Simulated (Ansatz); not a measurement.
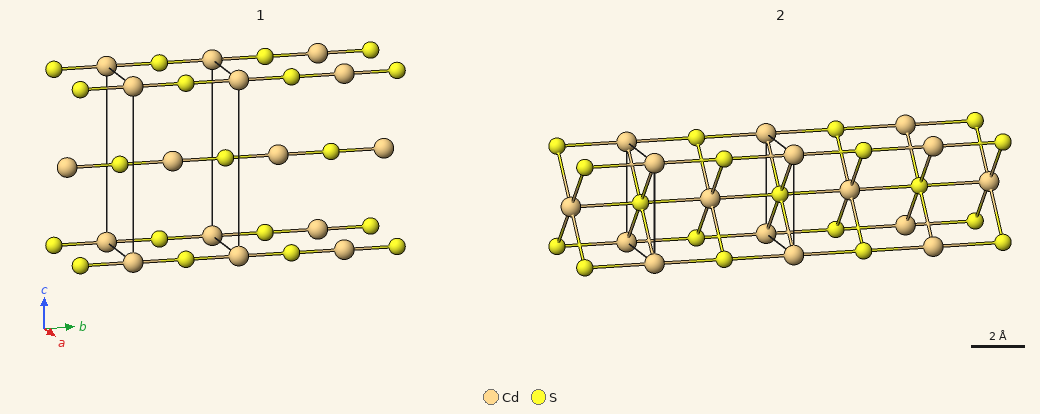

Two geometries of a crystal of CdS (a generated structure, set up in Immm) (coarse preliminary run), drawn at one scale. One is the start of a relaxation, the other its converged end. Style: ball-and-stick. Shown: the conventional cell (2 times the calculation's cell), repeated 1 × 2 × 1 with one cell outlined, slightly off an axis. Lengths and directions refer to the drawn axes.

Computed with DFT PBE, scalar-relativistic, plane waves, PAW (Ansatz 0.2.0). (plane-wave cutoff 420 eV; k-point mesh 6 × 6 × 6; occupations gaussian; smearing width 0.1 eV; no spin polarisation; cell and atoms relaxed; force threshold 0.04 eV/Å; at most 70 steps)

Which of the two is the end point?

Answer. Structure 2 is the relaxed one. The energy falls by 2.255 eV per cell of the calculation in 14 accepted moves (16 points after the start). All forces vanish by symmetry, so only the cell relaxes. The pressure goes from 20.56 to 0.05 GPa. The SCF was repeated twice at an unchanged geometry on a basis and grid sized afresh for the cell, which shifted the energy by 51.0 meV per cell of the calculation at most. The atoms keep their places relative to the cell (all moves are under 0.005 Å). Cell: a 3.699 → 3.890 Å (+5.1 %), b 4.153 → 5.483 Å (+32.0 %), c 6.828 → 3.889 Å (−43.0 %). Volume −20.9 %. Some distances before and after: Cd–S 3.883 → 2.750 Å, Cd–S 2.076 → 2.741 Å. New bonds form: Cd–S (3.88 → 2.75 Å). Within 0.06 Å the space group is Immm at the start and Fm-3m at the end; at a tighter tolerance small leftover displacements or strains of the cell lower it.
